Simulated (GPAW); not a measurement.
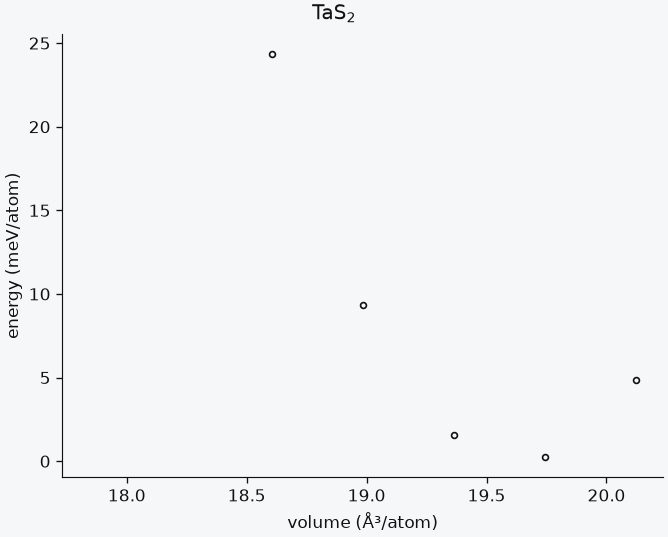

The plot gives the computed energy against volume for TaS₂, space group P-3m1 (No. 164).

Cell as given: a = 3.350 Å, b = 3.350 Å, c = 5.860 Å, α = 90.00°, β = 90.00°, γ = 120.00°; 3 atoms.

Method: PAW DFT in plane waves, on a grid or in atomic orbitals, no spin polarisation; energies at scaled volumes of the given cell, shape and fractions fixed, counted from the fit's minimum, third-order Birch-Murnaghan fit (GPAW 26.7.0). Level: PBEsol.

- k mesh: 9×9×5
- occupations: Fermi–Dirac
- smearing width: 0.05 eV
- potentials: PAW data sets made by gpaw setup for the functional
- wave cutoff: 600 eV
- program settings: basis pw

The points at volume 17.85 Å³/atom and 18.23 Å³/atom are left out of the plot. What values does the calculation give there?

```json
{"volume (Å³/atom)": "17.85", "energy (meV/atom)": "79.01"}
{"volume (Å³/atom)": "18.23", "energy (meV/atom)": "47.27"}
```

Caveats: shape and atomic fractions are frozen while scaling, which makes layered, chain and framework solids too stiff.
